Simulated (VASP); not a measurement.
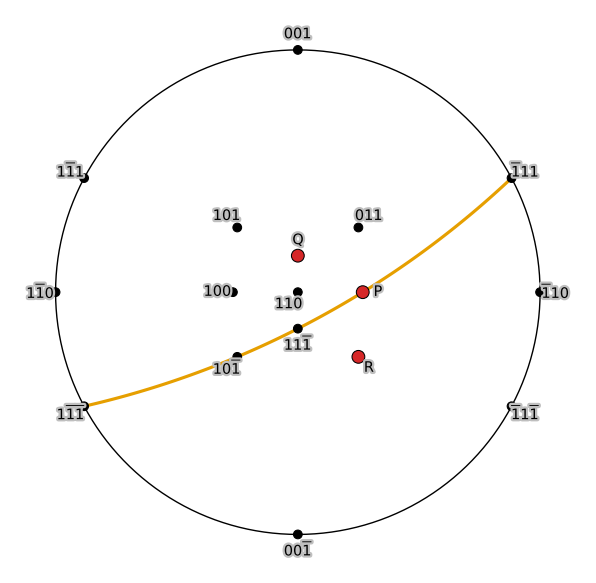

Stereographic projection of plane normals (upper hemisphere) centred on (1 1 0). Crystal: Cu, the end point of a relaxation with VASP, VASP Kohn-Sham DFT of a periodic cell, LDA, VASP PAW LDA potentials, recommended. All values are computed from the atomic coordinates in the standard setting (tolerance 0.002 Å).

a = 2.499 Å, b = 2.499 Å, c = 4.053 Å, α = 90.00°, β = 90.00°, γ = 120.00°.

Q: Index the poles marked P, Q, R.

A: P is (0 1 0), in four indices (0 1 −1 0), 30.0° from the centre; Q is (1 1 1), in four indices (1 1 −2 1), 17.1° from the centre; R is (0 1 −1), in four indices (0 1 −1 −1), 40.2° from the centre.

Q: Which zone does the coloured great circle trace?

A: The zone [1 0 1]: its poles satisfy h + l = 0.

Q: What is the angle between the normals of (1 −1 −1) and (0 0 −1), and what are their d_hkl = 1/|g|?

A: 61.9°; d = 1.909 Å and 4.053 Å.
